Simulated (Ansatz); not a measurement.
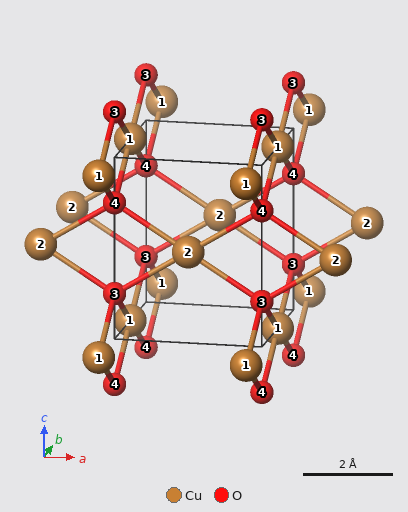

This is the input geometry for a relaxation of solid CuO (a generated structure, set up in P4_2/mmc). A ball-and-stick model of the cell of the calculation, seen slightly off an axis.

The run lets cell and atoms move.

The calculation used Ansatz 0.2.0, Kohn-Sham DFT of a periodic cell, LDA, DFT+U, Ansatz PAW.

The input:
```yaml
crystal:
  lattice:
    - [3.42205097, 0.0, 0.0]
    - [0.0, 3.42205097, 0.0]
    - [0.0, 0.0, 4.26046148]
  atoms:
    - { symbol: Cu, position: [0.0, 0.5, 0.0] }
    - { symbol: Cu, position: [0.5, 0.0, 0.5] }
    - { symbol: O, position: [0.0, 0.0, 0.25] }
    - { symbol: O, position: [0.0, 0.0, 0.75] }
hamiltonian:
  xc: lda
  pseudopotentials: { kind: paw }
  hubbard: { sites: [{ species: Cu, l: d, u_eff: 5.3 }] }
kpoints:
  mp_grid: { grid: [8, 8, 6] }
scf:
  occupations: { method: fermi_dirac, width: 0.05 }
output:
  forces: true
  stress: true
  eigenvalues: true
  write_density: true
  write_potential: true
  elf: true
  volumetric_format: npy
relax:
  f_tol: 0.01
  max_steps: 40
  cell: { stress_tol: 0.05 }
```

Launched with:
```bash
ansatz run input.yaml --threads 2 --pin off --max-ram 5632MiB --backend cpu --events-out ev --progress --plain --runs-dir out
```

### Predict the outcome.

No atom moves by more than 0.005 Å relative to the cell. The volume changes by −16.5 %, with a = b 3.422 → 2.864 Å (−16.3 %), c 4.260 → 5.079 Å (+19.2 %). Among the contacts that change: Cu1–O3 2.015 → 1.914 Å. Bond angles that change, for instance: O3–Cu1–O3 116.2° → 96.9°, Cu1–O3–Cu1 116.2° → 96.9°, O3–Cu1–O4 63.8° → 83.1°. The space group stays P4_2/mmc (No. 131). After 9 accepted moves (12 points after the start) the energy has fallen by 1.499 eV per cell of the calculation. All forces vanish by symmetry, so only the cell relaxes. The pressure goes from −10.93 to 0.01 GPa. At 3 points the geometry stayed and the basis and grid were re-selected for the new cell (energy shift of 57.6 meV per cell of the calculation at most each time).

History of the run:

```csv
step,"E − E(0), meV/atom","pressure, GPa","volume, Å³/atom",note
0,0.00,-10.93,12.473,
1,-152.87,-9.82,11.972,
2,-267.19,0.11,10.947,
3,-326.09,-2.05,10.859,
4,-355.25,2.56,10.284,
5,-355.49,-0.23,10.448,
6,-355.55,0.00,10.438,
7,-369.95,1.52,10.438,"same geometry, new basis"
8,-374.23,0.66,10.414,
9,-374.55,-0.04,10.426,
10,-374.84,0.00,10.426,"same geometry, new basis"
11,-374.91,0.02,10.417,
12,-374.86,0.01,10.417,"same geometry, new basis"
```

The end point in the same view:

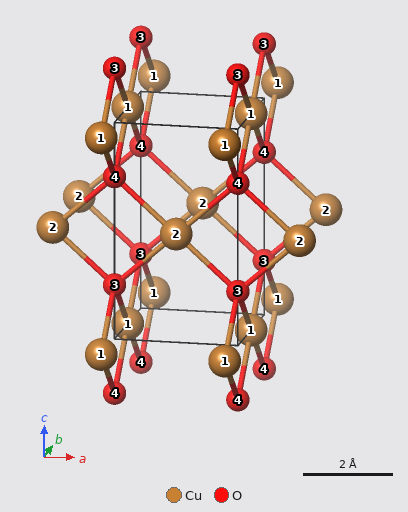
